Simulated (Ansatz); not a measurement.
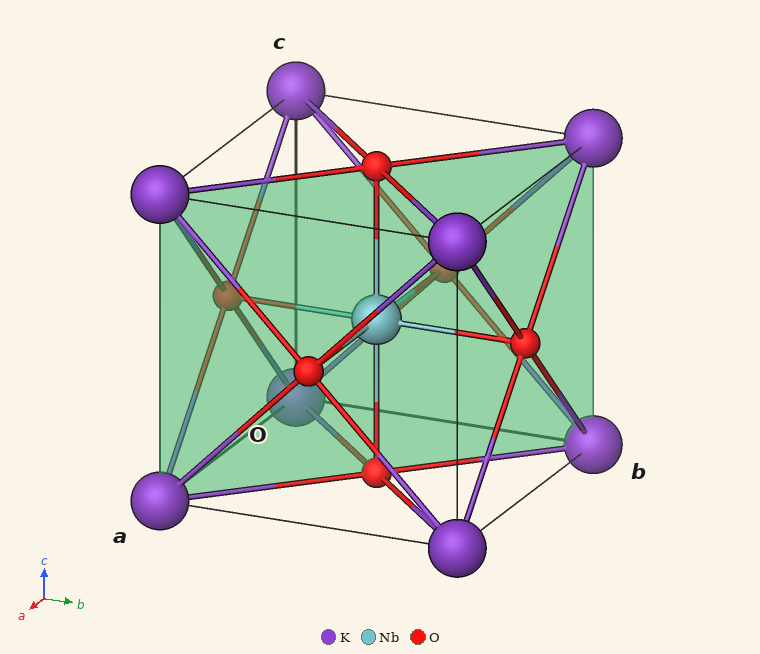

Every member of one family of equally spaced planes, hx + ky + lz = a whole number, that cuts the unit cell is shaded (one member passes through the origin O, touching the cell only at an edge or corner). Crystal: KNbO3, the input geometry of an electronic-structure calculation (not necessarily at equilibrium). All values are computed from the atomic coordinates in the standard setting (tolerance 0.002 Å).

a = 4.029 Å, b = 4.029 Å, c = 4.029 Å, α = 90.00°, β = 90.00°, γ = 90.00°.

> Index the planes.

(1 1 0); the opposite sign names the same planes. The member next to the origin meets the axes a at 1, b at 1, c never.

> What is the spacing?

d = 2.849 Å.

> Which atoms of the cell lie in these planes (within 0.03 Å)?

The K atom, the Nb atom, 1 of the 3 O.
